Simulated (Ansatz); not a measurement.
Structure data:

```cif
data_structure
_symmetry_space_group_name_H-M 'P 1'
_symmetry_Int_Tables_number 1
_cell_length_a 3.8891
_cell_length_b 3.8891
_cell_length_c 3.6947
_cell_angle_alpha 90.000
_cell_angle_beta 90.000
_cell_angle_gamma 90.000
_cell_volume 55.88
loop_
_atom_site_label
_atom_site_type_symbol
_atom_site_fract_x
_atom_site_fract_y
_atom_site_fract_z
_atom_site_occupancy
Al1 Al 0.50000 0.50000 0.00000 1
Al2 Al 0.00000 0.50000 0.50000 1
Al3 Al 0.50000 0.00000 0.50000 1
Cu1 Cu 0.00000 0.00000 0.00000 1
```

Q: Say what kind of structure these coordinates give.

A: Formula: Al$_{3}$Cu. The structure has P4/mmm (No. 123) symmetry and a primitive tetragonal lattice. Atoms per cell: 4 (3 Al, 1 Cu). The Al atoms are each bonded to eight Al and four Cu in a cuboctahedral arrangement (2.68 to 2.75 Å to Al, 2.68 to 2.75 Å to Cu). Each Cu has twelve Al in a cuboctahedral arrangement at 2.68 to 2.75 Å. The bonds build a three-dimensional framework.

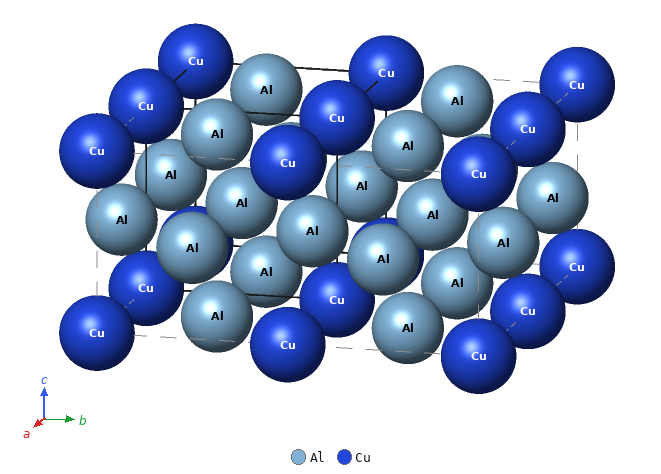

The crystal in a spheres-only representation, seen slightly off an axis. Solid lines give the conventional unit cell, repeated here 2×2×1 times.

The initial geometry was a structure listed in the Materials Project. The cell was then strained or its atoms displaced on purpose. Ansatz was used for an electronic-structure calculation on it.

At this level of theory the run's own cell isn't at rest (compressed, at 6 GPa), so its distances can differ from those at equilibrium, the more so the softer the solid.
